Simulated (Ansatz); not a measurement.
**Two runs on HfC**

System: HfC (R-3m, 2 atoms in the cell).
Method of the first run: DFT, PBEsol, all-electron LAPW, scalar-relativistic, no spin polarisation (Ansatz 0.2.0).

The structure derives from an entry of the Crystallography Open Database. Text and figures count atoms from 1; the logs count them from 0 in places.

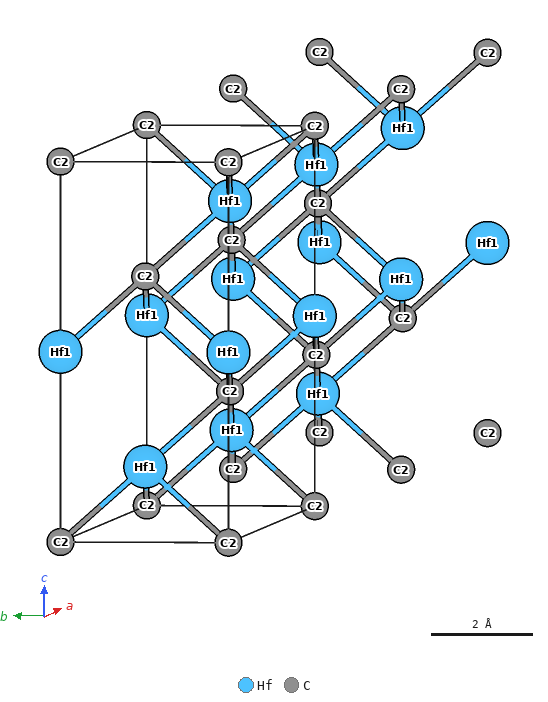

Fig. 1: The input geometry (ball-and-stick view of the cell 3 times as large as that of the calculation, set on its symmetry axes, repeated 3 × 1 × 1, seen at an oblique angle; atoms are numbered from 1 in the order of the input). Near neighbours in the crystal (not all of them lie inside the picture): Hf has 6 C at 2.33 Å; C has 6 Hf at 2.33 Å.

## Input file, the first run
```yaml
crystal:
  lattice:
    - [-0.06975, 2.290125, 2.290125]
    - [2.290125, -0.06975, 2.290125]
    - [2.290125, 2.290125, -0.06975]
  atoms:
    - { symbol: Hf, position: [0.5, 0.5, 0.5] }
    - { symbol: C, position: [0.0, 0.0, 0.0] }
kpoints:
  mp_grid: { grid: [15, 15, 15] }
  band_path:
    path:
      - [0.0, 0.0, 0.0]
      - [0.5, 0.5, 0.5]
      - [0.2579113083, 0.5, 0.7420886917]
      - [-0.2579113083, 0.2579113083, 0.5]
      - [0.0, 0.0, 0.5]
      - [0.0, 0.0, 0.0]
      - [-0.3789556542, 0.0, 0.3789556542]
      - [0.0, 0.3789556542, 0.6210443458]
      - [0.0, 0.5, 0.5]
    npoints: 5
scf:
  occupations: { method: fermi_dirac, width: 0.05 }
hamiltonian:
  xc: pbesol
  pseudopotentials: { kind: all_electron, lapw: { basis_error: 0.001 } }
output:
  forces: true
  stress: true
  eigenvalues: true
```

Command:
```bash
ansatz run input.yaml --threads 1 --pin off --max-ram 3072MiB --backend cpu --events-out ev --progress --plain --runs-dir out
```

Hardware: 1 thread of Arm Neoverse V1, 24 GiB of memory available, shared host.

## Output, shortened to warnings, some set-up lines, iterations and results (the first run)
```
Basis set: ecut = 302.30424601588106 eV, 307 PW (Γ), exchange–correlation at level 2
Symmetry: 12 space group operations
k-points: 344 of 3375
Initial density: superposition of atomic densities (chi_scale 0.1, normalization cell, long waves kept (reshape's long-wave potential 0.00 eV rms))
[...]
SCF iter   1: F=—  HF=-411163.365185 eV  |F-HF|=—  |Δ(HF+E_count)|=         —  Δρ=1.24e-1  dr2=5.52e0  ethr=1.15e-2  ⟨swp⟩=2.0  Hψ=59517  notcnv=0
SCF iter   2: F=—  HF=-411161.558853 eV  |F-HF|=—  |Δ(HF+E_count)|=    1.81e0  Δρ=2.87e-2  dr2=2.49e-1  ethr=5.19e-4  ⟨swp⟩=2.0  Hψ=50838  notcnv=0
SCF iter   3: F=—  HF=-411161.536815 eV  |F-HF|=—  |Δ(HF+E_count)|=         —  Δρ=2.73e-2  dr2=2.71e-1  ethr=5.19e-4  ⟨swp⟩=2.0  Hψ=31007  notcnv=0
SCF iter   4: F=—  HF=-411161.537250 eV  |F-HF|=—  |Δ(HF+E_count)|=   4.35e-4  Δρ=1.61e-2  dr2=9.68e-2  ethr=5.19e-4  ⟨swp⟩=2.0  Hψ=27883  notcnv=0
SCF iter   5: F=—  HF=-411161.492359 eV  |F-HF|=—  |Δ(HF+E_count)|=   4.49e-2  Δρ=3.83e-3  dr2=4.83e-3  ethr=2.02e-4  ⟨swp⟩=2.3  Hψ=30466  notcnv=0
SCF iter   6: F=—  HF=-411161.491168 eV  |F-HF|=—  |Δ(HF+E_count)|=   1.19e-3  Δρ=1.23e-3  dr2=5.47e-4  ethr=1.01e-5  ⟨swp⟩=2.0  Hψ=29948  notcnv=0
SCF iter   7: F=—  HF=-411161.491124 eV  |F-HF|=—  |Δ(HF+E_count)|=   4.45e-5  Δρ=4.76e-4  dr2=7.62e-5  ethr=1.14e-6  ⟨swp⟩=2.0  Hψ=29959  notcnv=0
SCF iter   8: F=—  HF=-411161.491124 eV  |F-HF|=—  |Δ(HF+E_count)|=   6.77e-8  Δρ=1.34e-4  dr2=5.50e-6  ethr=1.59e-7  ⟨swp⟩=2.0  Hψ=29956  notcnv=0
SCF iter   9: F=—  HF=-411161.491122 eV  |F-HF|=—  |Δ(HF+E_count)|=   1.99e-6  Δρ=4.47e-5  dr2=5.90e-7  ethr=1.15e-8  ⟨swp⟩=2.3  Hψ=30305  notcnv=0
SCF iter  10: F=-411161.491122 eV  HF=-411161.491122 eV  |F-HF|=3.47e-8  |Δ(HF+E_count)|=   1.25e-7  Δρ=1.20e-5  dr2=3.97e-8  ethr=1.23e-9  ⟨swp⟩=2.3  Hψ=30291  notcnv=0
SCF 1 converged in 10 iterations: F = -411161.491122 eV  dr2 = 3.97e-8
NSCF: frozen V_eff on 41 k-points
SCF converged after 10 iterations
Free energy (F): -411161.491122 eV
Harris-Foulkes:  -411161.491122 eV  (|F-HF|=3.47e-8)
Internal energy: -411161.488970 eV  (E = F + TS)
E sigma→0 (E₀):  -411161.490046 eV
Entropy (-TS):   -0.002152 eV (-1.076 meV/atom)
Fermi energy:    20.359188 eV
--- Per-component energies (eV) ---
  E_band       = -4277.161002
  E_kinetic    = 457329.545342
  E_xc         = -8434.136415
  E_electrostatic = -860056.897898  (all electrons and nuclei)
  E_smearing   = -0.002152  (= −TS)
  E_closure    = 0.000000  (closes the sum)
  E_atoms      = -411142.005238  (free atoms, spherical and without spin; not in F)
  Σ components = -411161.491122   (vs F -411161.491122, Δ=0.00e0)
  Basis errors (estimates in eV, not in F): energy 3.6e-4 per atom: plane waves 3.2e-4 (1.8e-4 summed), levels above the bands 1.4e-62, relativity 3.1e-8, radial functions 3.9e-5, core shells 1.1e-7; eigenvalues (radial functions only) 4.3e-6; not estimated: angular momenta, meshes, grids; target …
--- Forces (eV/Å), atoms counted from 1 ---
  atom   1  Hf    -0.00000000    -0.00000000     0.00000000
  atom   2  C      0.00000000    -0.00000000     0.00000000
  max |Σ_I F_I| component: 4.60e-31 eV/Å
--- Stress (GPa, compression-positive) ---
       -6.345272       4.786984       4.786984
        4.786984      -6.345272       4.786984
        4.786984       4.786984      -6.345272
  P = ⅓ Tr σ = -6.3453 GPa (-63.453 kbar)
```

For the second run the input was changed thus:
```diff
-    - [-0.06975, 2.290125, 2.290125]
-    - [2.290125, -0.06975, 2.290125]
-    - [2.290125, 2.290125, -0.06975]
+    - [0.0465, 2.34825, 2.34825]
+    - [2.34825, 0.0465, 2.34825]
+    - [2.34825, 2.34825, 0.0465]
-      - [0.2579113083, 0.5, 0.7420886917]
-      - [-0.2579113083, 0.2579113083, 0.5]
+      - [0.2451701269, 0.5, 0.7548298731]
+      - [-0.2451701269, 0.2451701269, 0.5]
-      - [-0.3789556542, 0.0, 0.3789556542]
-      - [0.0, 0.3789556542, 0.6210443458]
+      - [-0.3725850634, 0.0, 0.3725850634]
+      - [0.0, 0.3725850634, 0.6274149366]
```

Predict how the results change.

With the same functional and potentials, the second run lies 9.1 meV per atom lower. The number of SCF iterations is the same.

## Output, shortened to warnings, some set-up lines, iterations and results (the second run)
```
Basis set: ecut = 302.3879141917231 eV, 307 PW (Γ), exchange–correlation at level 2
Symmetry: 12 space group operations
k-points: 344 of 3375
Initial density: superposition of atomic densities (chi_scale 0.1, normalization cell, long waves kept (reshape's long-wave potential 0.00 eV rms))
[...]
SCF iter   1: F=—  HF=-411163.386831 eV  |F-HF|=—  |Δ(HF+E_count)|=         —  Δρ=1.25e-1  dr2=5.52e0  ethr=1.15e-2  ⟨swp⟩=2.0  Hψ=59537  notcnv=0
SCF iter   2: F=—  HF=-411161.577013 eV  |F-HF|=—  |Δ(HF+E_count)|=    1.81e0  Δρ=2.88e-2  dr2=2.52e-1  ethr=5.25e-4  ⟨swp⟩=2.0  Hψ=50814  notcnv=0
SCF iter   3: F=—  HF=-411161.555035 eV  |F-HF|=—  |Δ(HF+E_count)|=         —  Δρ=2.73e-2  dr2=2.72e-1  ethr=5.25e-4  ⟨swp⟩=2.0  Hψ=30974  notcnv=0
SCF iter   4: F=—  HF=-411161.555383 eV  |F-HF|=—  |Δ(HF+E_count)|=   3.49e-4  Δρ=1.61e-2  dr2=9.68e-2  ethr=5.25e-4  ⟨swp⟩=2.0  Hψ=27891  notcnv=0
SCF iter   5: F=—  HF=-411161.510530 eV  |F-HF|=—  |Δ(HF+E_count)|=   4.49e-2  Δρ=3.80e-3  dr2=4.70e-3  ethr=2.02e-4  ⟨swp⟩=2.3  Hψ=30465  notcnv=0
SCF iter   6: F=—  HF=-411161.509361 eV  |F-HF|=—  |Δ(HF+E_count)|=   1.17e-3  Δρ=1.25e-3  dr2=5.70e-4  ethr=9.79e-6  ⟨swp⟩=2.0  Hψ=29929  notcnv=0
SCF iter   7: F=—  HF=-411161.509313 eV  |F-HF|=—  |Δ(HF+E_count)|=   4.86e-5  Δρ=4.74e-4  dr2=7.50e-5  ethr=1.19e-6  ⟨swp⟩=2.0  Hψ=29943  notcnv=0
SCF iter   8: F=—  HF=-411161.509313 eV  |F-HF|=—  |Δ(HF+E_count)|=   8.64e-8  Δρ=1.33e-4  dr2=5.35e-6  ethr=1.56e-7  ⟨swp⟩=2.0  Hψ=29941  notcnv=0
SCF iter   9: F=—  HF=-411161.509311 eV  |F-HF|=—  |Δ(HF+E_count)|=   1.91e-6  Δρ=4.48e-5  dr2=5.96e-7  ethr=1.11e-8  ⟨swp⟩=2.3  Hψ=30300  notcnv=0
SCF iter  10: F=-411161.509311 eV  HF=-411161.509311 eV  |F-HF|=3.57e-8  |Δ(HF+E_count)|=   1.25e-7  Δρ=1.20e-5  dr2=4.01e-8  ethr=1.24e-9  ⟨swp⟩=2.3  Hψ=30285  notcnv=0
SCF 1 converged in 10 iterations: F = -411161.509311 eV  dr2 = 4.01e-8
NSCF: frozen V_eff on 41 k-points
SCF converged after 10 iterations
Free energy (F): -411161.509311 eV
Harris-Foulkes:  -411161.509311 eV  (|F-HF|=3.57e-8)
Internal energy: -411161.506652 eV  (E = F + TS)
E sigma→0 (E₀):  -411161.507981 eV
Entropy (-TS):   -0.002659 eV (-1.329 meV/atom)
Fermi energy:    20.330910 eV
--- Per-component energies (eV) ---
  E_band       = -4277.585588
  E_kinetic    = 457329.521287
  E_xc         = -8434.134417
  E_electrostatic = -860056.893522  (all electrons and nuclei)
  E_smearing   = -0.002659  (= −TS)
  E_closure    = 0.000000  (closes the sum)
  E_atoms      = -411142.005238  (free atoms, spherical and without spin; not in F)
  Σ components = -411161.509311   (vs F -411161.509311, Δ=0.00e0)
  Basis errors (estimates in eV, not in F): energy 3.6e-4 per atom: plane waves 3.2e-4 (1.8e-4 summed), levels above the bands 1.8e-62, relativity 3.2e-8, radial functions 3.9e-5, core shells 1.1e-7; eigenvalues (radial functions only) 3.9e-6; not estimated: angular momenta, meshes, grids; target …
--- Forces (eV/Å), atoms counted from 1 ---
  atom   1  Hf     0.00000000     0.00000000     0.00000000
  atom   2  C     -0.00000000    -0.00000000     0.00000000
  max |Σ_I F_I| component: 5.26e-31 eV/Å
--- Stress (GPa, compression-positive) ---
       -6.432177      -3.432286      -3.432286
       -3.432286      -6.432177      -3.432286
       -3.432286      -3.432286      -6.432177
  P = ⅓ Tr σ = -6.4322 GPa (-64.322 kbar)
```

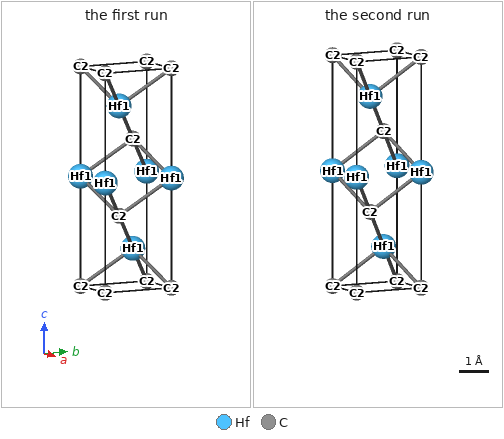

Fig. 2: The two input geometries at one scale (ball-and-stick view of the cell 3 times as large as that of the calculation, set on its symmetry axes, seen at an oblique angle). No atom moves by more than 0.005 Å relative to the cell. The drawn cell changes at constant volume: a = b 3.337 → 3.255 Å (−2.5 %), c 7.812 → 8.215 Å (+5.2 %).

## The two runs side by side

| quantity | the first run | the second run |
| --- | --- | --- |
| outcome | converged | converged |
| free energy per atom (eV) | −205580.7456 | −205580.7547 |
| energy per atom, smearing taken to zero (eV) | −205580.7450 | −205580.7540 |
| pressure (GPa) | −6.35 | −6.43 |
| largest force (eV/Å) | 0.000 | 0.000 |
| SCF iterations | 10 | 10 |
| irreducible k-points | 344 | 344 |
| plane waves at Γ | 307 | 307 |
| wall time (shared host) | 93 s | 100 s |

For both runs: Spin–orbit coupling is left out, which matters for Hf. For the first run: The cell is under a tension of 6.3 GPa at this level, so it is not at its equilibrium volume. For the second run: The cell is under a tension of 6.4 GPa at this level, so it is not at its equilibrium volume.
